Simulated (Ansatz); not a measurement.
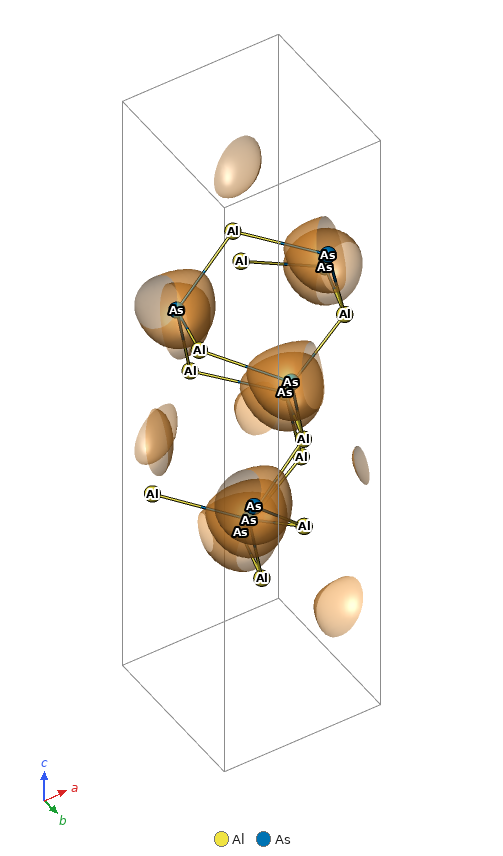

The picture shows: Al9As8 (slab). Isosurface of the valence charge density (pseudo) at 0.5 e/Å³ (orange), seen at an oblique angle. Sticks mark near contacts.

Computed without spin polarisation.

The calculation used DFT PBEsol, scalar-relativistic, plane waves, PAW (Ansatz).

Core electrons are frozen (PAW), and the valence fields are smoothed inside the atomic spheres.

### How is the density connected at this value?

At this value the density breaks into separate islands; it holds about 65 % of the electrons treated as valence. It bridges none of the near contacts. It is pinched off along the sampled Al–As (2.45 Å), Al–As (2.49 Å) and Al–As (2.53 Å) contacts. On the grid the lowest density along these lines, outside the cores, is 0.36 e/Å³ (Al–As, 2.45 Å), 0.32 e/Å³ (Al–As, 2.49 Å) and 0.31 e/Å³ (Al–As, 2.53 Å).

### Metal or insulator at this level of theory?

It is metallic or semimetallic at this level of theory: no gap opens.
